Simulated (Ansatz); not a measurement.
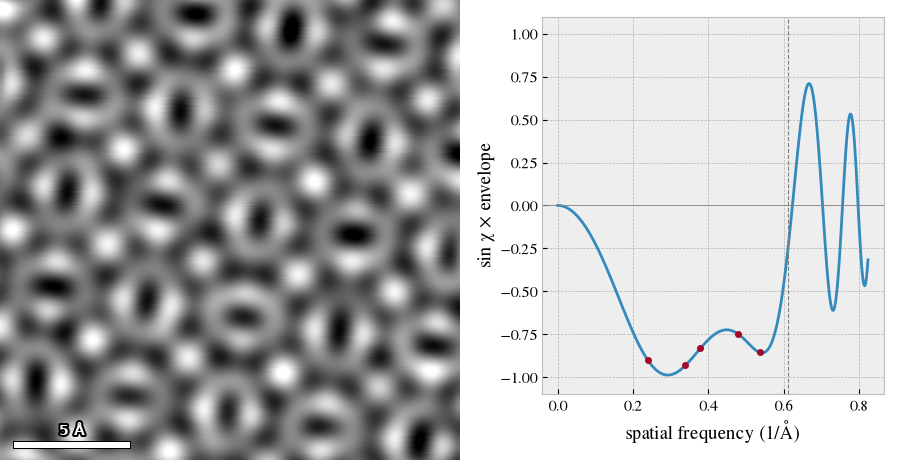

HRTEM-like image of Ge (P4_32_12, No. 96) along [001]. Simulated in the weak-phase-object approximation with neutral-atom potentials: 300 kV, Cs = 0.50 mm, defocus −376 Å (negative is underfocus), defocus spread 30 Å, aperture 0.61 1/Å. A slight drift and the speckle of an amorphous layer were added. Structure used: the input geometry of a calculation.

The plot gives the contrast transfer function, the aperture (dashed) and the crystal's spatial frequencies that carry visible contrast (dots).

Do the atom columns appear dark or bright, and why?

Dark. With positive Cs and underfocus sin χ is negative over the pass band, so the strongest columns (Ge) come out darker than the background.

What point resolution do these settings give, and which lattice spacings pass?

About 1.6 Å (0.66 |Cs|^(1/4) λ^(3/4) with λ = 0.0197 Å). The spacings that carry visible contrast are {110} at 4.18 Å, {200} at 2.95 Å, {210} at 2.64 Å, {220} at 2.09 Å, {310} at 1.87 Å.
